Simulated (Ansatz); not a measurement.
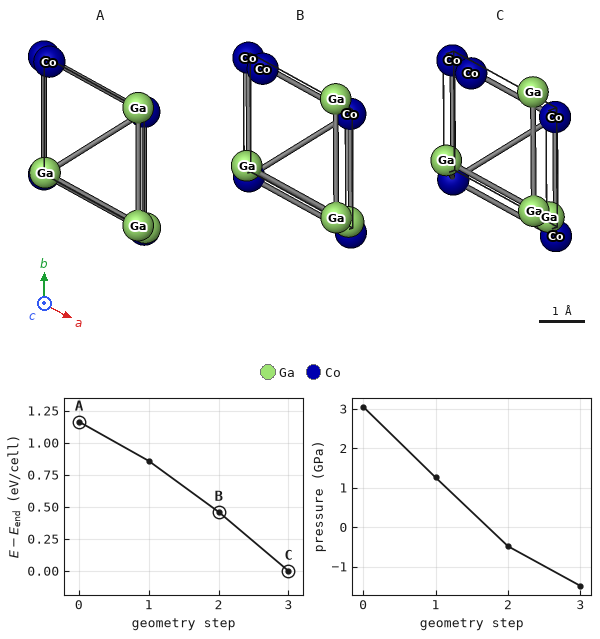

Frames of a relaxation of a crystal of GaCo (a generated structure, set up in P1) (coarse preliminary run), marked on the history of the run. A ball-and-stick model of the cell of the calculation, seen along the c axis.

Method: DFT PBE, scalar-relativistic, plane waves, PAW (Ansatz 0.2.0). Settings: plane-wave cutoff 420 eV; k-point mesh 12 × 12 × 2; occupations gaussian; smearing width 0.2 eV; collinear spin; cell and atoms relaxed; force threshold 0.025 eV/Å; at most 60 steps.

What happens along the run?

The run was cut off at its time limit before the relaxation converged, so the last structure is only a point on the way. A Co atom moves most relative to the cell: 0.52 Å roughly along [3 −3 −1]. Largest moves by element: Co 0.52 Å, Ga 0.47 Å. The drawn cell changes as follows: a 2.569 → 2.632 Å (+2.4 %), b 2.644 → 2.672 Å (+1.1 %), c 9.789 → 9.003 Å (−8.0 %), α 89.3° → 88.3°, β 89.8° → 87.8°, γ 118.9° → 119.2°; the volume changes by −5.3 %. Near-neighbour distances that change, for instance: Co–Ga 2.695 → 2.272 Å, Co–Ga 2.205 → 2.564 Å, Co–Ga 2.571 → 2.404 Å, Co–Ga 2.354 → 2.489 Å. The space group stays P1 (No. 1). After 3 geometry steps the energy has fallen by 1.165 eV per cell of the calculation. Largest force component: 1.8 eV/Å at the start, 1.1 eV/Å at the end. The pressure goes from 3.05 to −1.49 GPa. Cost: 9.7 min on 1 thread of Arm Neoverse V2, on a shared host, peak memory 0.69 GiB. From step 0 to 2: a Co atom moves most (0.32 Å), volume −3.0 %, energy −0.704 eV per cell of the calculation. From step 2 to 3: Ga and Co atoms move most (0.20 Å), volume −2.3 %, energy −0.461 eV per cell of the calculation.

```csv
step,"E − E(0), meV/atom","largest force component, eV/Å","pressure, GPa","volume, Å³/atom"
0,0.00,1.8376,3.05,14.555
1,-76.57,0.8495,1.26,14.384
2,-176.03,0.7656,-0.48,14.112
3,-291.24,1.1153,-1.49,13.781
```
